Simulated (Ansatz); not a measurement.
ZnS

The calculation's input:

```
crystal:
  lattice:
    - [1.9036300238, 1.0990613067, 9.3541347981]
    - [-1.9036300238, 1.0990613067, 9.3541347981]
    - [0.0, -2.1981226134, 9.3541347981]
  atoms:
    - { symbol: Zn, position: [0.9999789175, 0.9999789175, 0.9999789175] }
    - { symbol: Zn, position: [0.2222813884, 0.2222813884, 0.2222813884] }
    - { symbol: Zn, position: [0.4445836769, 0.4445836769, 0.4445836769] }
    - { symbol: S, position: [0.0832619666, 0.0832619666, 0.0832619666] }
    - { symbol: S, position: [0.5278285134, 0.5278285134, 0.5278285134] }
    - { symbol: S, position: [0.3053915373, 0.3053915373, 0.3053915373] }
basis:
  ecutwfc: 500
kpoints:
  mp_grid: { grid: [12, 12, 12] }
hamiltonian:
  xc: r2scan
scf:
  occupations: { method: gaussian, width: 0.05 }
output:
  forces: true
  stress: true
  eigenvalues: true
  write_density: true
  write_potential: true
  elf: true
  volumetric_format: npy
```

Command:

```sh
ansatz run input.yaml --threads 1 --pin off --max-ram 2560MiB --backend cpu --events-out ev --progress --plain --runs-dir out
```

Below, planes, directions and counts refer to the conventional cell (a = 3.81 Å, b = 3.81 Å, c = 28.06 Å, α = 90.00°, β = 90.00°, γ = 120.00°).

Space group R3m; a structure from a database of computed crystals, not necessarily the ambient phase.

Computed with Ansatz, DFT r2SCAN, scalar-relativistic, plane waves, PAW.

Predict the valence pseudo-density and electron localisation function between the atoms.

Zn–S (2.34 Å): ρ is about 0.51 e/Å³ halfway; the ELF peaks at about 0.90 in the valence shell of S, 0.9 Å from its nucleus, and is about 0.60 at the midpoint.

Does the calculation give a band gap?

It is gapped, with a Kohn–Sham gap of 2.8 eV on the k-point mesh (the band edges may lie off the mesh, which would make the gap smaller).

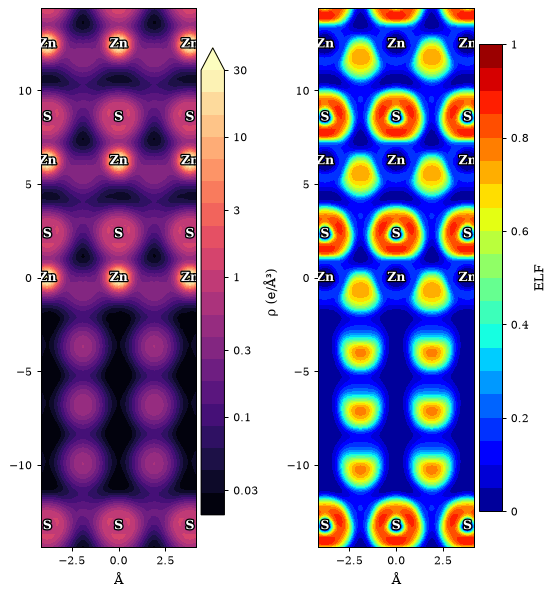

Computed valence pseudo-density and electron localisation function on the (100) plane of the conventional cell, in this order. 

In a PAW calculation such maps are meaningful between the atoms, not at the nuclei.
